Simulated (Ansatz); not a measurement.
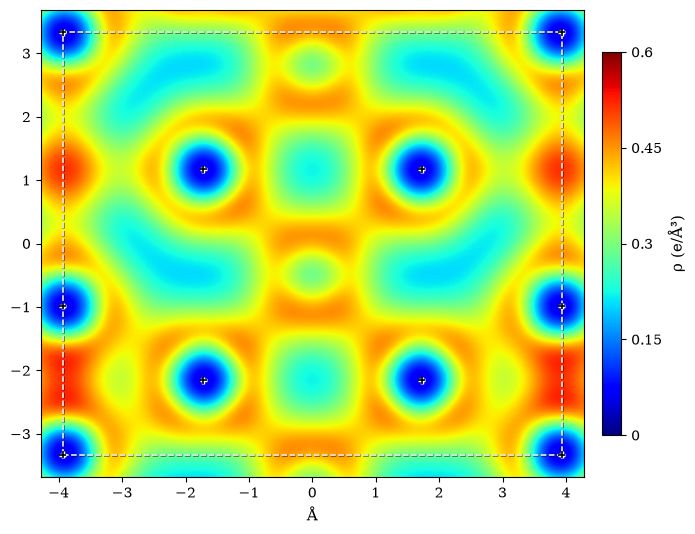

The valence pseudo-density on a plane through atoms (crosses mark nuclei in the plane).

Method: DFT, PBE, plane-wave PAW, default files, scalar-relativistic, frozen cores (Ansatz).

Candidates:
A. CdSe, a = 4.27 Å, b = 4.27 Å, c = 6.96 Å, α = 90.00°, β = 90.00°, γ = 120.00°. Space group P6₃mc; computed pressure about 4 GPa in this cell.
B. Si, a = 7.87 Å, b = 4.73 Å, c = 4.70 Å, α = 90.00°, β = 90.00°, γ = 90.00°. Space group Cmce; computed pressure about 50 GPa in this cell.
C. Al2Cu, a = 5.94 Å, b = 5.94 Å, c = 4.78 Å, α = 90.00°, β = 90.00°, γ = 90.00°. Space group I4/mcm; computed pressure about 7 GPa in this cell; computed without spin polarisation.

Question: Which system is this?

Answer: Candidate B: Si on the (011̄) plane of the conventional cell, which holds Si. Si–Si (2.35 Å): the density is about 0.52 e/Å³ at the midpoint. Si–Si (2.50 Å): ρ is about 0.4 e/Å³ halfway.
